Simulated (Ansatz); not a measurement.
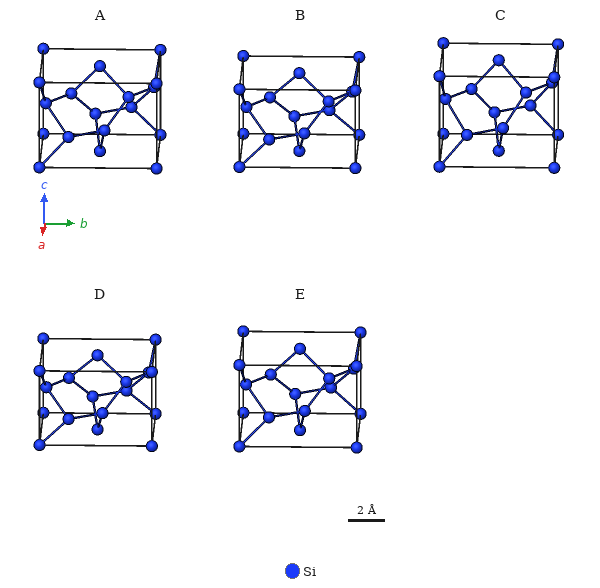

5 geometries from one relaxation of a crystal of Si (a generated structure, set up in P42_12) (coarse preliminary run), in shuffled order. A ball-and-stick model of the cell of the calculation, seen from a free direction.

Computed with Ansatz 0.2.0, DFT PBE, scalar-relativistic, plane waves, PAW. (plane-wave cutoff 420 eV; k-point mesh 4 × 4 × 4; occupations gaussian; smearing width 0.1 eV; no spin polarisation; cell and atoms relaxed; force threshold 0.04 eV/Å; at most 70 steps)

> Put them in the order of the run, from the start to the converged end.

D, B, E, A, C. They are steps 0, 1, 2, 3, 9, at +3.962 eV per cell of the calculation, +1.433 eV per cell of the calculation, +0.568 eV per cell of the calculation, +0.261 eV per cell of the calculation relative to the last. After 6 accepted moves (9 points after the start) the energy has fallen by 3.962 eV per cell of the calculation. Largest force component: 0.82 eV/Å at the start, 0.0091 eV/Å at the end. The pressure goes from 28.02 to 0.05 GPa. The line search rejected the trial step at point 5 of the run. At 2 points the geometry stayed and the basis and grid were re-selected for the new cell (energy shift of 55.4 meV per cell of the calculation at most each time). The largest moves relative to the cell, 0.13 Å, are those of Si atoms. Cell: a = b 6.272 → 6.409 Å (+2.2 %), c 4.321 → 5.275 Å (+22.1 %). Volume +27.5 %. Among the contacts that change: Si–Si 2.206 → 2.405 Å, Si–Si 2.182 → 2.365 Å, Si–Si 2.325 → 2.452 Å. Bond angles that change, for instance: Si–Si–Si 97.8° → 82.3°, Si–Si–Si 102.2° → 114.2°, Si–Si–Si 94.9° → 105.1°. The space group stays P42_12 (No. 90). The run took 98 s on 1 thread of Arm Neoverse V1, with other jobs on the host, peak memory 0.4 GiB.
